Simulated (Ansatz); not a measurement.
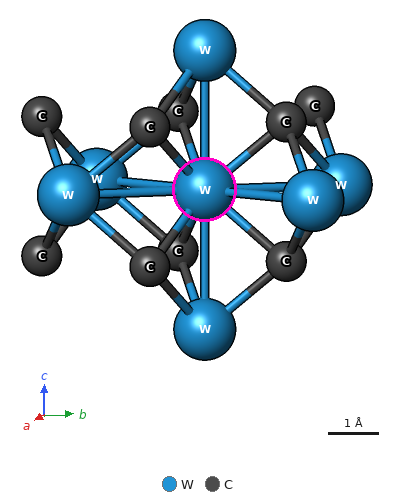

Perfect WC. A ball-and-stick model of the atoms within 3.9 Å of one point, in a slice 5.0 Å thick across the line of sight, seen slightly off an axis.

These are results of DFT PBE, scalar-relativistic, plane waves, PAW in Ansatz, not measurements. (plane-wave cutoff 420 eV; k-point mesh 6 × 6 × 5; occupations gaussian; smearing width 0.1 eV; no spin polarisation) The cell is small and the k-mesh coarse, so the numbers are rough. The axes drawn are those of the host's conventional cell.

A tungsten atom is taken out (a vacancy) at the ringed place, in charge state 0. The supercell has 12 sites, and the atoms are relaxed at the host's cell.

Q: How do the neighbours respond?

A: Around the empty W site the host had 6 C at 2.21 Å; after relaxation the nearest atoms are 6 C at 2.29 Å. Of the host's atoms, a carbon atom moves furthest from its site, by 0.09 Å. Relaxing the atoms from the host's sites lowers the energy by 0.33 eV. At a tolerance of 0.02 Å the relaxed supercell has space group P-62m.

The relaxed defect, seen from the same direction:

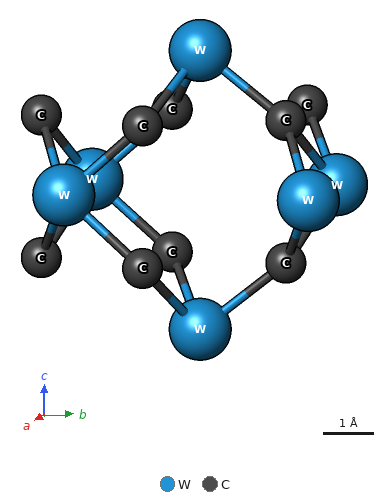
